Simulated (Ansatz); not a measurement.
```xyz
4
Lattice="3.4750 3.4750 0.0000 -3.4750 3.4750 0.0000 0.0000 0.0000 7.1233" Properties=species:S:1:pos:R:3 pbc="T T T"
K     0.0000    0.0000    0.0000
K     0.0000    3.4750    3.5616
I     0.0000    0.0000    3.5616
I     0.0000    3.4750    0.0000
```

Space group I4/mmm; changed on purpose from its base cell (in-plane strain -0.02, out-of-plane length and atoms relaxed by PAW).

These are results of DFT, r2SCAN, PAW with Ansatz's default frozen-core files, scalar-relativistic; relaxation of cell and atoms in Ansatz 0.2.0, not measurements.

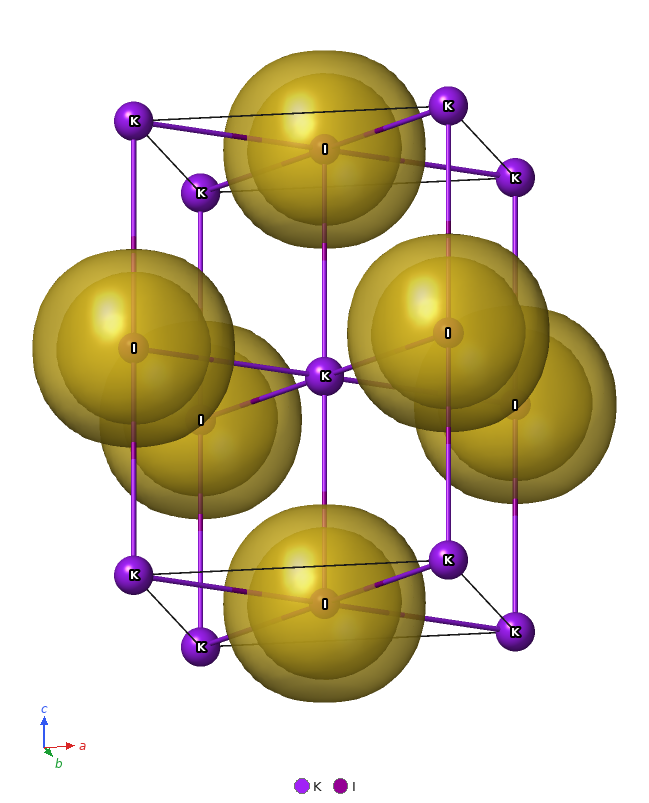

KI. Isosurface of the electron localisation function at 0.75 (yellow), seen at an oblique angle. Only the valence region is drawn (cores and ρ < 0.01 e/Å³ removed). Sticks mark near contacts.

> Identify the bonds, lone pairs and shells in this picture.

At this value the surface marks out two regions wrapped around I (the valence shell of each), counted in one cell of 4 atoms. Regions shared between cells count once. Along the contacts the grid gives the following. K–I (3.48 Å): the ELF peaks at about 0.80 in the valence shell of I, 1.3 Å from its nucleus, and drops to about 0.05 between the two atoms (a closed-shell, largely ionic contact). K–I (3.56 Å): the ELF peaks at about 0.80 in the valence shell of I, 1.3 Å from its nucleus, and drops to about 0 between the two atoms (a closed-shell, largely ionic contact).

> Does the calculation make it a metal, or give it a gap?

It is gapped, with a Kohn–Sham gap of 4.7 eV on the k-point mesh (the band edges may lie off the mesh, which would make the gap smaller).
